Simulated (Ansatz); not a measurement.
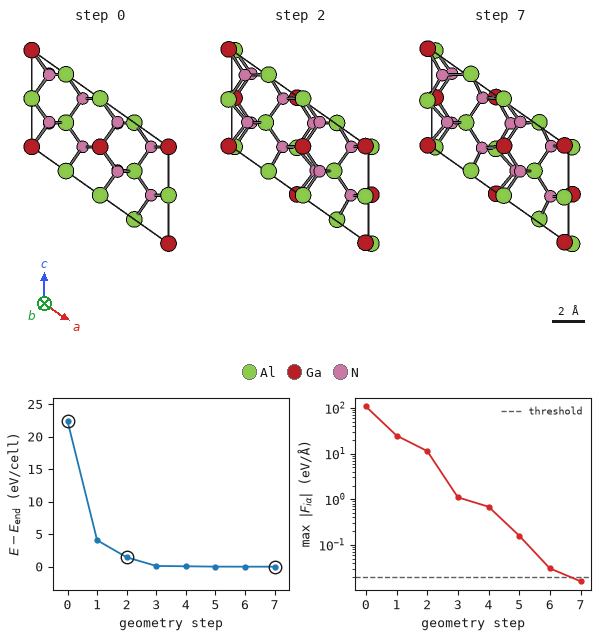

Frames of a relaxation of a defect cell of composition Al$_{5}$Ga$_{2}$N$_{8}$ (started half-way along a vacancy jump, in the symmetry of that start), marked on the history of the run. A ball-and-stick model of the conventional cell (2 times the calculation's cell), seen along the b axis. Lengths and directions refer to the drawn axes.

Method: DFT PBEsol, scalar-relativistic, plane waves, PAW (Ansatz 0.2.0). Set-up: plane-wave cutoff 420 eV; k-point mesh 4 × 4 × 4; occupations gaussian; smearing width 0.05 eV; no spin polarisation; atoms relaxed in a fixed cell; force threshold 0.02 eV/Å; at most 60 steps.

**Describe the path.**

After 7 geometry steps the energy has fallen by 22.407 eV per cell of the calculation. The largest force component goes from 110 to 0.016 eV/Å. The atom that moves furthest is an N atom (0.44 Å along [−1 0 −1]). Largest moves by element: N 0.44 Å, Al 0.33 Å, Ga 0.27 Å. The lattice vectors keep their values. Among the contacts that change: Al–N 1.079 → 1.851 Å, Al–N 2.474 → 2.142 Å, Al–N 2.432 → 2.173 Å, Ga–N 1.949 → 1.861 Å. Bond angles that change, for instance: N–Ga–N 109.5° → 88.7°, N–Ga–N 109.5° → 127.8°, N–Al–N 107.2° → 125.4°. From step 0 to 2: an N atom moves most (0.28 Å), energy −20.966 eV per cell of the calculation. From step 2 to 7: Al and N atoms move most (0.16 Å), energy −1.441 eV per cell of the calculation.

Limits of the set-up: the cell has an odd number of electrons but was run without spin polarisation; the periodic images lie only 6.2 Å apart, so the values are limited by the cell's size.
